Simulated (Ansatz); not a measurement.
```
CELL_PARAMETERS angstrom
2.50119 0.00000 0.00000
-1.25059 2.16609 0.00000
0.00000 0.00000 30.03735
ATOMIC_POSITIONS crystal
C 0.15036 0.57518 0.14119
C 0.48369 0.24185 0.14116
C 0.02474 0.51237 0.25403
C 0.69139 0.84570 0.25399
C 0.93405 0.46703 0.36756
C 0.26740 0.13370 0.36760
C 0.14707 0.57353 0.48170
C 0.81374 0.90687 0.48170
```

Level of theory: DFT PBE+D3(BJ), scalar-relativistic, plane waves, PAW in Ansatz 0.2.0.

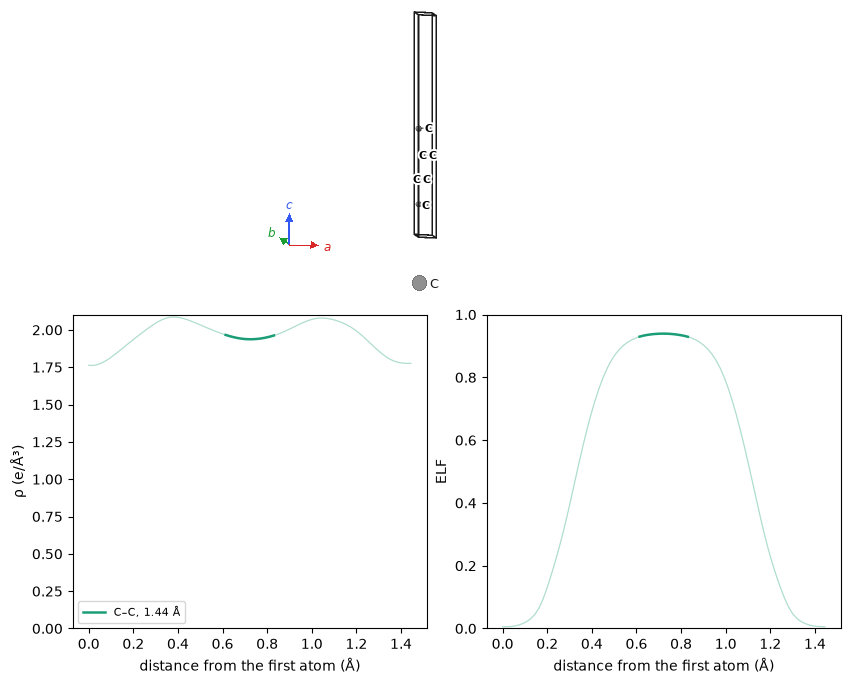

C (slab). Valence pseudo-density and ELF along straight lines between neighbouring atoms. Thin, pale parts lie inside the atomic spheres. The structure is drawn too.

Core electrons are frozen (PAW), and the valence fields are smoothed inside the atomic spheres.

What can be read from the curves?

Answer. C–C (1.44 Å): ρ at the midpoint is about 1.9 e/Å³; the ELF peaks at about 0.95 between the atoms, as expected for a covalent bond.
